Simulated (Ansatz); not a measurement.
## Run report: C41O, single-point calculation (part 1 of 2)

The run: single-point calculation of C41O (slab, 42 atoms in the cell). Method and program: DFT PBE+D3(BJ), scalar-relativistic, plane waves, PAW, PAW set soft_1, no spin polarisation (Ansatz 0.2.0).

The structure derives from an entry of the Crystallography Open Database. Figures and captions count atoms from 1; the log counts them from 0 in places.

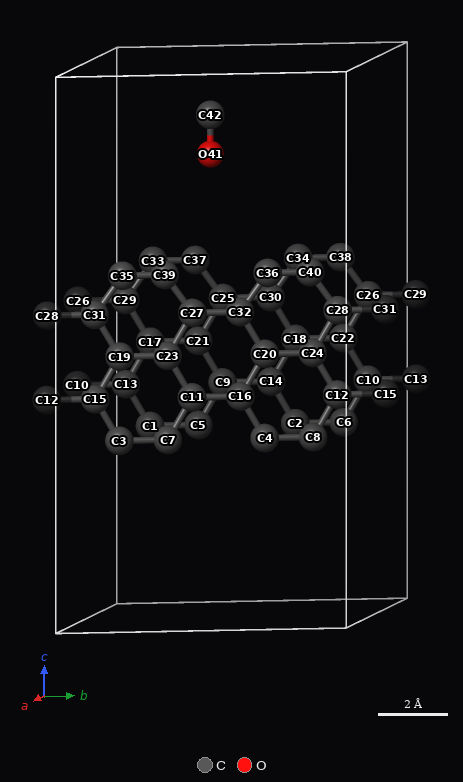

Fig. 1: The input geometry (ball-and-stick view of the cell of the calculation, with the vacuum cut short, seen slightly off an axis; neighbours outside the cell are drawn fainter; atoms are numbered from 1 in the order of the input). An atom can appear more than once, as a periodic image.

### Summary

| quantity | value |
| --- | --- |
| outcome | converged |
| electrons treated | 170 |
| free energy | −10820.0729 eV |
| work function, top face | 5.65 eV |
| work function, bottom face | 6.52 eV |
| Fermi energy | −2.555 eV |
| gap on the k-point mesh | none (metallic) |
| work function (upper face) | 5.65 eV |
| largest force (length of the vector) | 6.718 eV/Å |
| hardware | 4 threads of Arm Neoverse V2, 24 GiB of memory available, shared host |
| wall time | 60 s (CPU time 3.9 min) |
| peak memory | 3.7 GiB |

### Remarks

Warnings of the run: the exchange-correlation potential is rough where the density is thin.

### The input
```yaml
crystal:
  lattice:
    - [7.294648438, 0.0, 0.0]
    - [-3.3317658956, 7.8620301879, 0.0]
    - [0.0, 0.0, 23.5809581752]
  atoms:
    - { symbol: C, position: [0.250089967, 0.1666966556, 0.1696283913] }
    - { symbol: C, position: [0.250089967, 0.6666966556, 0.1696283913] }
    - { symbol: C, position: [0.750089967, 0.1666966556, 0.1696283913] }
    - { symbol: C, position: [0.750089967, 0.6666966556, 0.1696283913] }
    - { symbol: C, position: [0.2499100331, 0.3333033444, 0.1696283913] }
    - { symbol: C, position: [0.2499100331, 0.8333033444, 0.1696283913] }
    - { symbol: C, position: [0.749910033, 0.3333033444, 0.1696283913] }
    - { symbol: C, position: [0.7499100331, 0.8333033444, 0.1696283913] }
    - { symbol: C, position: [0.250089967, 0.4166966557, 0.2218942371] }
    - { symbol: C, position: [0.250089967, 0.9166966557, 0.2218942371] }
    - { symbol: C, position: [0.750089967, 0.4166966557, 0.2218942371] }
    - { symbol: C, position: [0.750089967, 0.9166966557, 0.2218942371] }
    - { symbol: C, position: [0.2499100331, 0.0833033444, 0.2218942371] }
    - { symbol: C, position: [0.2499100331, 0.5833033444, 0.2218942371] }
    - { symbol: C, position: [0.7499100331, 0.0833033444, 0.2218942371] }
    - { symbol: C, position: [0.7499100331, 0.5833033444, 0.2218942371] }
    - { symbol: C, position: [0.2500106167, 0.167658483, 0.2741412246] }
    - { symbol: C, position: [0.2500106167, 0.667658483, 0.2741412246] }
    - { symbol: C, position: [0.7500106167, 0.167658483, 0.2741412246] }
    - { symbol: C, position: [0.7500106167, 0.667658483, 0.2741412246] }
    - { symbol: C, position: [0.2499893833, 0.332341517, 0.2741412246] }
    - { symbol: C, position: [0.2499893833, 0.832341517, 0.2741412246] }
    - { symbol: C, position: [0.7499893833, 0.332341517, 0.2741412246] }
    - { symbol: C, position: [0.7499893833, 0.832341517, 0.2741412246] }
    - { symbol: C, position: [0.2500643134, 0.4183240205, 0.326619241] }
    - { symbol: C, position: [0.2500643134, 0.9183240205, 0.326619241] }
    - { symbol: C, position: [0.7500643134, 0.4183240205, 0.326619241] }
    - { symbol: C, position: [0.7500643134, 0.9183240205, 0.326619241] }
    - { symbol: C, position: [0.2499356866, 0.0816759795, 0.326619241] }
    - { symbol: C, position: [0.2499356866, 0.5816759795, 0.326619241] }
    - { symbol: C, position: [0.7499356866, 0.0816759795, 0.326619241] }
    - { symbol: C, position: [0.7499356866, 0.5816759795, 0.326619241] }
    - { symbol: C, position: [0.2498811853, 0.1772167639, 0.3744953072] }
    - { symbol: C, position: [0.2498811853, 0.6772167639, 0.3744953072] }
    - { symbol: C, position: [0.7498811853, 0.1772167639, 0.3744953072] }
    - { symbol: C, position: [0.7498811853, 0.6772167639, 0.3744953072] }
    - { symbol: C, position: [0.2501188147, 0.3227832361, 0.3744953072] }
    - { symbol: C, position: [0.2501188147, 0.8227832361, 0.3744953072] }
    - { symbol: C, position: [0.7501188147, 0.3227832361, 0.3744953072] }
    - { symbol: C, position: [0.7501188147, 0.8227832361, 0.3744953072] }
    - { symbol: O, position: [0.4998811853, 0.4272167639, 0.51443873] }
    - { symbol: C, position: [0.4998811853, 0.4272167639, 0.5632068925] }
basis:
  ecutwfc: 420
kpoints:
  mp_grid: { grid: [4, 4, 1] }
hamiltonian:
  xc: pbe
  pseudopotentials: { kind: paw, azcp: { folder: soft_1 } }
  dispersion: d3bj
scf:
  occupations: { method: gaussian, width: 0.05 }
output:
  forces: true
  eigenvalues: true
  write_density: true
  write_potential: true
  elf: true
  volumetric_format: npy
efield:
  axis: 3
  dipole_correction: true
  ramp_width: 0.04
```

Launch command:
```bash
ansatz run input.yaml --threads 4 --pin off --max-ram 12288MiB --backend cpu --events-out ev --progress --plain --runs-dir out
```

### The program's output
```
Engine: ansatz 0.2.0, aarch64-unknown-linux-gnu
Pseudopotentials: kind: paw
Pseudopotential: C, paw, valence charge 4, recommended cutoff 420 eV (normal), [file]
Pseudopotential: O, paw, valence charge 6, recommended cutoff 420 eV (normal), [file]
Functional definition: PBE
  parameter kappa = 0.804
  parameter beta = 0.06672455060314922
  exchange = pbe_x(kappa = kappa, mu = beta*pi^2/3)
  correlation = pbe_c(beta = beta)
Crystal: 42 atoms, lattice volume = 1352.386 Å³
Basis set: ecut = 420 eV, 26433 PW (Γ), exchange–correlation on 100×120×320 points (8 copies of the dense FFT grid, shifted against one another)
Bands: 127, of which v1, the nominal top of the filled ones, is band 85 counted from 1 (84 counted from 0)
Symmetry: 1 space group operations
Space group: P1 (ITA 1), of the structure as read, at distance tolerance 1.1e-4 Å
k-points: 10 of 16 (time reversal used)
Non-local potential: C, projectors of the file, l = 0: 2, l = 1: 2, l = 2: 1
Non-local potential: O, projectors of the file, l = 0: 2, l = 1: 2, l = 2: 1
PAW form: soft (Blöchl's): semilocal exchange-correlation on the pseudo side does not see the compensation charge
PAW one-centre angular grid: C, 110 points (default); XC on 64 Gauss nodes
PAW one-centre angular grid: O, 110 points (default); XC on 64 Gauss nodes
Initial wavefunctions: pseudopotential atomic-orbital guess
Functional: x = pbe(κ = 0.804, μ = 0.2195149727645171), c = pbe(β = 0.06672455060314922)
SCF iter   1: F=—  HF=-10844.454892 eV  |F-HF|=—  |Δ(HF+E_count)|=         —  Δρ=6.94e-2  dr2=6.22e1  ethr=3.10e-3  p=-0.000 e·Å  D=-5.65e-7 V/Å  ΔV_dip=0.00 eV  dr2_dipole=6.34e-2  V_vac-E_F(+/−)=8.34/8.34 eV  ⟨swp⟩=7.0  Hψ=6319  notcnv=0  defer=147
efield: sawtooth ramp at fractional position 0.8464 (placed from the atoms, in the widest stretch of the axis that holds none; the zero of the levels goes with the place), width 0.0400; the density the first Hamiltonian is built on has a dipole p = -0.000 e·Å; the dipole correction subtracts the counter field D = -5.65e-7 V/Å, which shifts the + side's vacuum level by +0.00 eV against the − side's; the planar-averaged density in the ramp window peaks in size at 6.9e-7 e/Å³
preconditioner: auto → LDOS  [insulator: Δε(μ)=0.049 eV  Ē_g=14.016 eV  σ=0.050 eV  W_gap=0.51  n_scr=168 (ndim 8)  ℏωp=13.1 eV  f_vac=0.617  D(μ)=6.16/eV (n_scr^D=12)  ε∞_Penn≈1.9  β→1.0]
SCF iter   2: F=—  HF=-10828.749349 eV  |F-HF|=—  |Δ(HF+E_count)|=    1.57e1  Δρ=4.38e-2  dr2=2.86e1  ethr=3.10e-3  p=1.071 e·Å  D=1.43e-1 V/Å  ΔV_dip=-3.38 eV  dr2_dipole=5.63e-1  V_vac-E_F(+/−)=3.20/6.58 eV  ⟨swp⟩=4.0  Hψ=3434  notcnv=0  defer=348
SCF iter   3: F=—  HF=-10824.548169 eV  |F-HF|=—  |Δ(HF+E_count)|=    4.20e0  Δρ=3.59e-2  dr2=1.73e1  ethr=3.10e-3  p=-0.060 e·Å  D=-8.06e-3 V/Å  ΔV_dip=0.19 eV  dr2_dipole=7.76e-3  V_vac-E_F(+/−)=7.00/6.81 eV  ⟨swp⟩=4.0  Hψ=3786  notcnv=0  defer=338
SCF iter   4: F=—  HF=-10820.201692 eV  |F-HF|=—  |Δ(HF+E_count)|=    4.35e0  Δρ=5.88e-3  dr2=7.13e-1  ethr=3.10e-3  p=0.256 e·Å  D=3.43e-2 V/Å  ΔV_dip=-0.81 eV  dr2_dipole=9.01e-3  V_vac-E_F(+/−)=6.00/6.80 eV  ⟨swp⟩=3.0  Hψ=2673  notcnv=0  defer=338
SCF iter   5: F=—  HF=-10820.076731 eV  |F-HF|=—  |Δ(HF+E_count)|=   1.25e-1  Δρ=1.20e-3  dr2=3.84e-2  ethr=4.19e-4  p=0.341 e·Å  D=4.56e-2 V/Å  ΔV_dip=-1.08 eV  dr2_dipole=7.27e-3  V_vac-E_F(+/−)=5.59/6.67 eV  ⟨swp⟩=2.0  Hψ=2402  notcnv=0  defer=338
SCF iter   6: F=—  HF=-10820.074022 eV  |F-HF|=—  |Δ(HF+E_count)|=   2.71e-3  Δρ=5.41e-4  dr2=1.05e-2  ethr=2.26e-5  p=0.315 e·Å  D=4.21e-2 V/Å  ΔV_dip=-0.99 eV  dr2_dipole=2.75e-3  V_vac-E_F(+/−)=5.59/6.59 eV  ⟨swp⟩=2.0  Hψ=1565  notcnv=0  defer=338
SCF iter   7: F=—  HF=-10820.073006 eV  |F-HF|=—  |Δ(HF+E_count)|=   1.02e-3  Δρ=2.39e-4  dr2=2.58e-3  ethr=6.16e-6  p=0.293 e·Å  D=3.92e-2 V/Å  ΔV_dip=-0.92 eV  dr2_dipole=7.74e-4  V_vac-E_F(+/−)=5.63/6.55 eV  ⟨swp⟩=2.0  Hψ=1777  notcnv=0  defer=338
SCF iter   8: F=—  HF=-10820.072798 eV  |F-HF|=—  |Δ(HF+E_count)|=   2.08e-4  Δρ=8.11e-5  dr2=3.95e-4  ethr=1.52e-6  p=0.281 e·Å  D=3.77e-2 V/Å  ΔV_dip=-0.89 eV  dr2_dipole=1.33e-4  V_vac-E_F(+/−)=5.64/6.53 eV  ⟨swp⟩=2.0  Hψ=1425  notcnv=0  defer=338
SCF iter   9: F=—  HF=-10820.072793 eV  |F-HF|=—  |Δ(HF+E_count)|=   5.68e-6  Δρ=3.89e-5  dr2=6.78e-5  ethr=2.32e-7  p=0.276 e·Å  D=3.69e-2 V/Å  ΔV_dip=-0.87 eV  dr2_dipole=9.76e-6  V_vac-E_F(+/−)=5.65/6.52 eV  ⟨swp⟩=2.0  Hψ=1531  notcnv=0  defer=338
SCF iter  10: F=—  HF=-10820.072918 eV  |F-HF|=—  |Δ(HF+E_count)|=   1.25e-4  Δρ=1.58e-5  dr2=7.74e-6  ethr=3.99e-8  p=0.276 e·Å  D=3.69e-2 V/Å  ΔV_dip=-0.87 eV  dr2_dipole=8.66e-7  V_vac-E_F(+/−)=5.65/6.52 eV  ⟨swp⟩=2.0  Hψ=1471  notcnv=0  defer=338
SCF iter  11: F=—  HF=-10820.072920 eV  |F-HF|=—  |Δ(HF+E_count)|=   2.20e-6  Δρ=2.78e-6  dr2=1.86e-7  ethr=4.55e-9  p=0.276 e·Å  D=3.69e-2 V/Å  ΔV_dip=-0.87 eV  dr2_dipole=1.69e-8  V_vac-E_F(+/−)=5.65/6.52 eV  ⟨swp⟩=2.0  Hψ=1784  notcnv=0  defer=338
SCF iter  12: F=-10820.072920 eV  HF=-10820.072920 eV  |F-HF|=4.80e-8  |Δ(HF+E_count)|=   2.57e-7  Δρ=1.28e-6  dr2=4.45e-8  ethr=5.88e-11  p=0.276 e·Å  D=3.69e-2 V/Å  ΔV_dip=-0.87 eV  dr2_dipole=2.80e-9  V_vac-E_F(+/−)=5.65/6.52 eV  ⟨swp⟩=36.0  Hψ=15215  notcnv=0
SCF 1 converged in 12 iterations: F = -10820.072920 eV  dr2 = 4.45e-8
  greatest PAW one-centre occupation: 0.892 electrons in one spin orbital (limit 2), on the O atom at site 40 (counted from 0), in its partial waves of l = 0
```

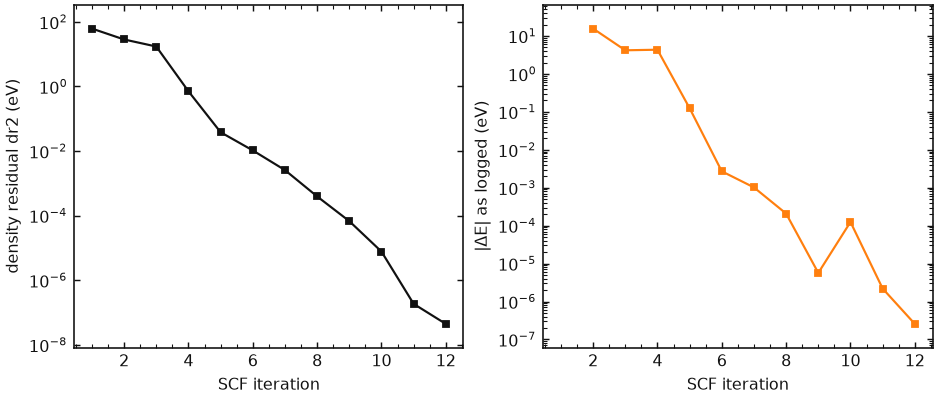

Fig. 2: Convergence of the self-consistent field: density residual dr2 and size of the energy change against the SCF iteration. The residual falls at every step.

```
WARN: The output density's exchange-correlation potential varies sharply where the density is thin. Do not read a vacuum level from v_tot or v_xc, or from such a field of the output density. On a cell that repeats whose density bears no net charge and no dipole along the vacuum's axis use v_es (v_loc + v_h of the components); under efield.dipole_correction with no amplitude use v_es + v_field, which holds any external_charges[].barrier, or the levels of the report's work_function block, which leave it out; under a non-zero efield.amplitude the vacuum is tilted and has no level; on a cell that repeats and bears such a dipole with no correction it is tilted too, and efield.dipole_correction with no amplitude gives each side of its ramp a level where efield: is served; in a cell that repeats whose density bears a net charge (total_charge, or a fill off its count) it is curved and has none; of a slab under crystal.periodic whose density bears no net charge use v_es, which has a level on each side, short of where the two are joined; of another it falls or rises all the way out and has none; of a slab beside external_charges read slab_vacuum_level instead, which it has where they leave it neutral. The grid or the basis barely resolves most such structure, and the values can differ between equally converged runs; as a rule a tighter scf.convergence.dr2_threshold does not remove it. Where the density itself ripples (under the LDA too) a higher basis.ecutwfc lessens it. The files hold the spikes' plane waves up to the density's cutoff. Files: v_tot_of_output_density and the like, and their columns of v_z.tsv (output.write_potential); v_xc_of_output_density and the like, and their columns of v_comp_z.tsv (output.write_potential_components). Measured: with its Gaussian average of σ = 0.25 Å subtracted twice, the exchange-correlation potential is over 0.1 eV at 986 of the grid points where the equally averaged density (valence and model cores) is under 1e-3 e/Å³, and 0.709 eV at the most among them, at an averaged density of 9.4e-4 e/Å³. The input density's (outcome.potential() and, of a run that writes arrays, v_tot and v_xc) is over 0.1 eV, so measured, at 986 points of its own thin density, 0.709 eV at the most. See output.write_potential in the manual, Limitations
SCF converged after 12 iterations
Free energy (F): -10820.072920 eV
Harris-Foulkes:  -10820.072920 eV  (|F-HF|=4.80e-8)
Internal energy: -10820.057077 eV  (E = F + TS)
E sigma→0 (E₀):  -10820.064999 eV
Entropy (-TS):   -0.015843 eV (-0.377 meV/atom)
Fermi energy:    -2.555351 eV
Dipole field:    D = 0.036841 V/Å  (p = 0.275344 e·Å, saw-weighted, corrected)
Work function:   Φ+ = 5.6480 eV   Φ− = 6.5168 eV
Levels:          The Fermi level and band energies are counted from a zero that moves with the ramp; work functions are not
--- Per-component energies (eV) ---
  E_band       = -1815.697765
  E_kinetic    = 3712.895706
  E_local      = -92356.774197  (includes V_loc(G=0)·N_el)
  E_nonlocal   = 1025.878509
  E_hartree    = 44280.532606
  E_xc         = -1958.775157
  E_vxc        = -2410.510241  (∫ρ·V_xc dr)
  E_paw        = -4262.471059  (= ΣΔE_a)
  E_vpaw       = -359.754222  (= ΣTr[D̂ρ^β])
  E_aug_tail   = 0.001445  (compensation charges beyond the density's cutoff)
  E_efield     = 0.005072  (sawtooth field / dipole correction)
  E_vefield    = 11.490440  (∫n·V_field dr)
  E_ewald      = 38743.384253
  E_disp       = -4.734255  (pairwise vdW)
  E_smearing   = -0.015843  (= −TS)
  E_closure    = -0.000000  (closes the sum)
  Σ components = -10820.072920   (vs F -10820.072920, Δ=0.00e0)
```
